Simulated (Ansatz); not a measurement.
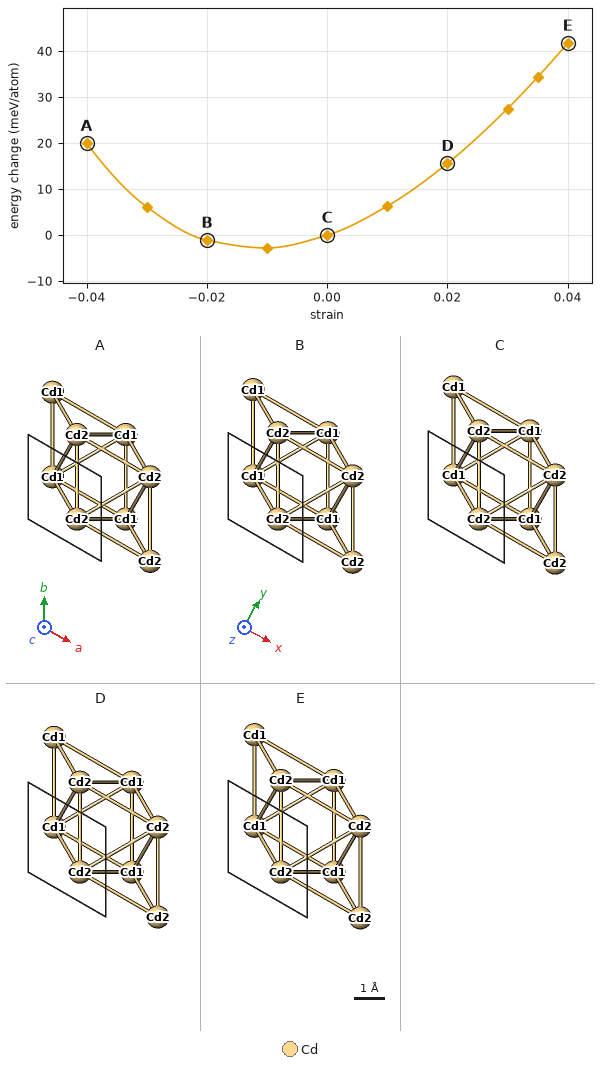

A scan of crystalline Cd (P6_3/mmc): the cell is strained equally along x and y, with the atoms kept at their fractional coordinates. x, y and z are the Cartesian axes of the input. The lettered frames are marked on the plot. Style: ball-and-stick. Shown: the cell of the calculation, repeated 2 × 2 × 1 with one cell outlined, along the c axis.

The calculation used Ansatz, DFT PBEsol, scalar-relativistic, plane waves, PAW. (plane-wave cutoff 420 eV; k-point mesh 18 × 18 × 8; occupations gaussian; smearing width 0.15 eV; no spin polarisation). Energies (free energies at the smearing named) are counted from the cell as listed in its source, which wasn't relaxed.

Q: What does the scan show?

A: Of the computed points the lowest is at the strain −0.01, −2.8 meV/atom. At the ends of the scan the energy is 20.0 meV/atom (−0.04) and 41.8 meV/atom (0.04). The unrelaxed reference is under a pressure of −1.5 GPa, which tilts the curve. The distortion keeps the space group P6_3/mmc. At the strain −0.04 the cell of the drawing goes a 2.979 → 2.860 Å, b 2.979 → 2.860 Å.

The computed points:

```csv
strain,energy change (meV/atom)
−0.040,20.0
−0.030,6.2
−0.020,−1.1
−0.010,−2.8
0.000,0.0
0.010,6.3
0.020,15.6
0.030,27.5
0.035,34.4
0.040,41.8
```
